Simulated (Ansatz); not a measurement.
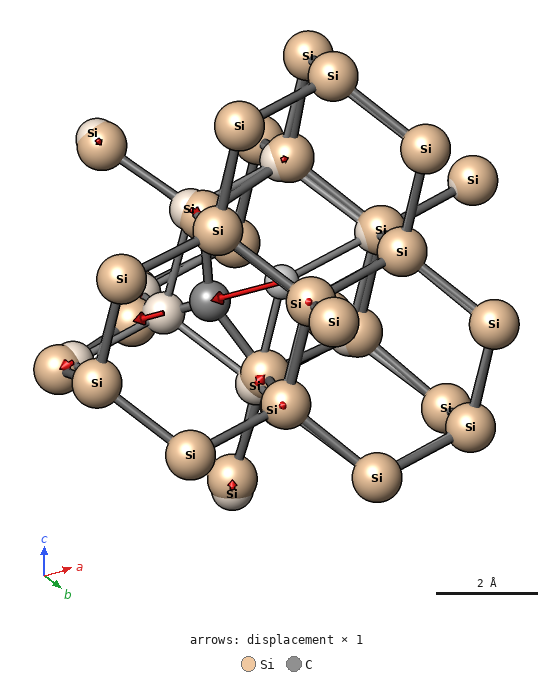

This is a relaxation of a defect cell of composition Si64C (cell charge +2). The starting structure is drawn faded, the final one solid; red arrows show the displacements, at their true length.

A ball-and-stick model of the atoms within 5.8 Å of the atom that moves most (axes of the cell of the calculation (origin shifted)), seen from a free direction.

Theory: Ansatz 0.2.0, DFT, PBEsol, PAW, plane waves. Settings: plane-wave cutoff 420 eV; k-point mesh 1 × 1 × 1; mesh shifted by (0.25, 0.25, 0.25); collinear spin; atoms relaxed in a fixed cell; force threshold 0.03 eV/Å; at most 80 steps.

Which element moves most?

Carbon: up to 1.66 Å, against 0.72 Å for silicon.

What happened in the run?

The atom that moves furthest is the C atom (1.66 Å along −a). Largest moves by element: C 1.66 Å, Si 0.72 Å. The cell doesn't change. Near-neighbour distances that change, for instance: C–Si 2.334 → 3.700 Å, C–Si 2.351 → 3.691 Å, C–Si 2.713 → 1.782 Å, Si–Si 2.329 → 2.920 Å. New bonds form, among them: C–Si (2.71 → 1.78 Å). Bond angles that change, for instance: Si–Si–C 178.7° → 123.5°, Si–Si–C 178.5° → 123.5°, Si–C–Si 109.6° → 144.6°. After 15 geometry steps the energy has fallen by 2.679 eV per cell of the calculation. Largest force component: 1.1 eV/Å at the start, 0.026 eV/Å at the end. The program noted that the starting moments weren't kept. The run may lie on a higher electronic state than the lowest, so the end point isn't shown to be the ground-state structure. Cost: 14 s on 1 × NVIDIA GB200 with 8 threads of Arm Neoverse-V2, peak memory 1.8 GiB.

Limits of the set-up: the cell is charged, on a uniform background, and energies carry no finite-size correction.
